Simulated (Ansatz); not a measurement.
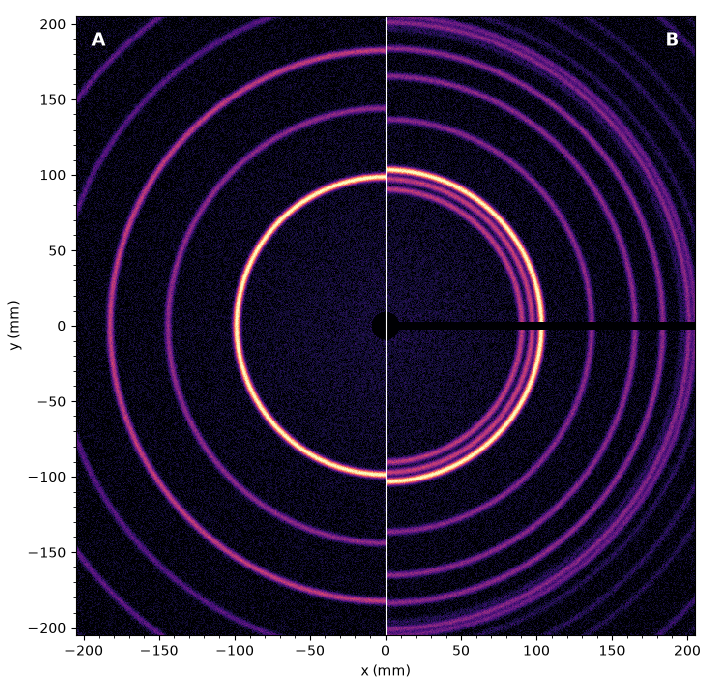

Simulated X-ray powder rings on a flat area detector normal to the beam: λ = 0.5594 Å, sample-to-detector distance 340 mm, axes in mm from the beam centre, for a fine-grained powder without texture. Kinematic intensities with B = 0.5 Å² for all atoms, without absorption; brightness goes as intensity to the power 0.5, clipped at the top, with counting noise. Reflections closer than the ring width show as one ring. The left and right halves show two different samples, each scaled to its strongest ring.

Structure 1:
```yaml
crystal:
  lattice:
    - [2.81104, 0.00000, 0.00000]
    - [0.00000, 2.81104, 0.00000]
    - [0.00000, 0.00000, 2.81104]
  atoms:
    - { symbol: Co, position: [0.00000, 0.00000, 0.00000] }
    - { symbol: Co, position: [0.50000, 0.50000, 0.50000] }
```

Structure 2:
Space group P6_3/mmc (No. 194). a = 2.493 Å, b = 2.493 Å, c = 4.031 Å, α = 90.00°, β = 90.00°, γ = 120.00°
| atom | site | symmetry | x | y | z |
| --- | --- | --- | --- | --- | --- |
| Co | 2d | -6m2 | 0.3333 | 0.6667 | 0.7500 |

Origins: 1, the input geometry of an electronic-structure calculation (not necessarily at equilibrium); the starting structure was generated, so it need not be a known form of this composition; 2, the input geometry of an electronic-structure calculation (not necessarily at equilibrium).

**Which structure gives which half?**

Half A is structure 1 (Co): 110 at 98.6 mm (d = 1.988 Å), 200 at 144.0 mm (d = 1.406 Å), 211 at 182.4 mm (d = 1.148 Å).
Half B is structure 2 (Co): 100 at 90.4 mm (d = 2.16 Å), 002 at 97.2 mm (d = 2.02 Å), 101 at 103.3 mm (d = 1.904 Å), 102 at 136.6 mm (d = 1.474 Å).
